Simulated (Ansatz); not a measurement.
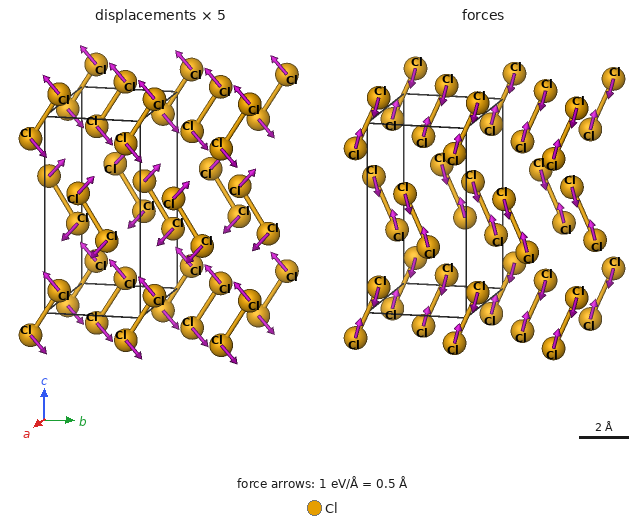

Left: a symmetric starting cell of Cl (made from another compound by putting Cl in place of I), with purple arrows for the displacements applied to it (without the part that the change of the cell carries along). Right: the displaced structure with the computed forces. Besides, the cell is strained by +3.8 % along b, −0.8 % along a, −3.6 % along c (volume −0.7 %). A ball-and-stick model of the conventional cell (2 times the calculation's cell), repeated 1 × 2 × 1 with one cell outlined, seen slightly off an axis. Lengths and directions refer to the drawn axes.

The calculation used DFT PBEsol, scalar-relativistic, plane waves, PAW in Ansatz 0.2.0. Set-up: plane-wave cutoff 420 eV; k-point mesh 10 × 10 × 6; occupations gaussian; smearing width 0.02 eV; no spin polarisation.

**How do the forces relate to the distortion?**

Atoms are displaced by 0.21 Å relative to the cell. No relaxation follows. The starting cell wasn't computed here and needn't be at equilibrium, so pressure and forces aren't due to the change alone. The pressure is −4.1 GPa (not all of it need come from the change, since the unchanged cell can be under pressure at this level too). The principal stresses (compression positive) are 1.6 GPa along a, −3.7 GPa along b, −10.1 GPa along c. The largest forces, 1.8 eV/Å, act on 4 Cl atoms of the calculation's cell. The forces point partly back along the displacements (cosine −0.55). Among the bonded contacts that change: Cl–Cl 2.271 → 2.376 Å. The space group stays Cmce (No. 64).
